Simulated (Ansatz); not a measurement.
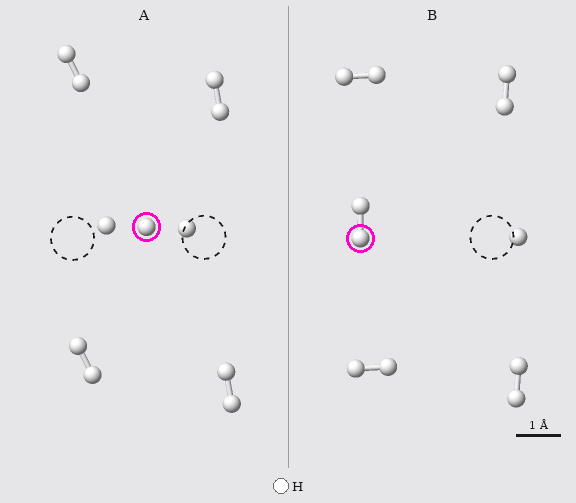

A vacancy jump of hydrogen in H (Cmce phase), in a neutral cell with 15 atoms, whose images lie 6.8 Å apart. One frame is the relaxed vacancy; in the other the neighbouring H atom (ringed) was set half-way along its jump of 3.03 Å and all atoms were relaxed in the symmetry of that start. Dashed circles mark empty sites. A ball-and-stick model of the slice 3.8 Å thick through the jump, out to 4.3 Å from its middle, seen across the jump.

Level of theory: Ansatz, DFT PBE, scalar-relativistic, plane waves, PAW. (plane-wave cutoff 420 eV; k-point mesh 4 × 4 × 4; occupations gaussian; smearing width 0.05 eV; no spin polarisation; atoms relaxed in a fixed cell; force threshold 0.02 eV/Å).

### Which frame is the half-way one, and how far apart are the two in energy?

Frame A is the half-way start after relaxation. It lies 0.34 eV below the relaxed vacancy. The atom slides 0.06 of the jump length along the path, so the half-way point isn't stationary and this energy isn't the barrier. There it has 2 H as nearest neighbours, the closest at 0.93 Å. Both cells are metallic on the mesh.

Limits of the set-up: the periodic images lie only 6.8 Å apart, so the values are limited by the cell's size.
